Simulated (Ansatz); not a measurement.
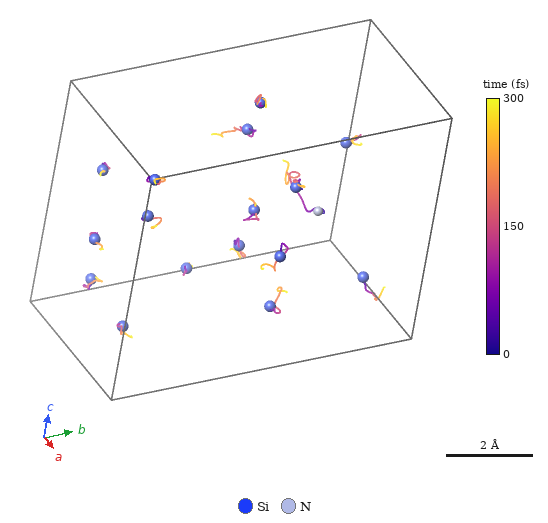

A Born-Oppenheimer molecular dynamics run of Si with an interstitial N (17 atoms in the cell), 300 fs long. Lines trace each atom's path, coloured by time; spheres stand at the starting positions. Seen slightly off an axis in the reduced simulation cell.

Level of theory: DFT PBE, scalar-relativistic, plane waves, PAW in Ansatz. Set-up: plane-wave cutoff 200 eV; k-point mesh 2 × 2 × 2; Fermi-Dirac smearing 0.02 eV; spin collinear; low-accuracy preset; Langevin thermostat (NVT); set temperature 600 K; time step 1.5 fs; friction 0.005 per fs.

How do the atoms move?

Root-mean-square distances from the starting positions over the second half, with the common drift of all atoms taken out: N 1.19 Å, Si 0.35 Å. Against the typical shortest distance between atoms in the first frame, about 2.3 Å these are large excursions, but over 300 fs one can't yet tell strong vibration from the start of diffusion. Bond changes: one N–Si bond forms at about 94 fs; one N–Si bond breaks at about 100 fs; one Si–Si bond breaks at about 278 fs. The mean temperature in the second half is 698 K (standard deviation 112 K). The potential energy in the second half lies on average 22.8 meV per atom above the first frame. The plane-wave cutoff is below what these potentials need, so energies and forces are off.

Limits of the set-up: the k-point mesh is coarse for a cell with partly filled bands; the cutoff lies below the recommended one; the program's low-accuracy preset was used; the periodic images lie only 7.7 Å apart, so the values are limited by the cell's size.

The run took 6.7 min on 1 thread of Arm Neoverse V2 (shared host), peak memory 0.37 GiB.

PAW datasets: the set soft_1.
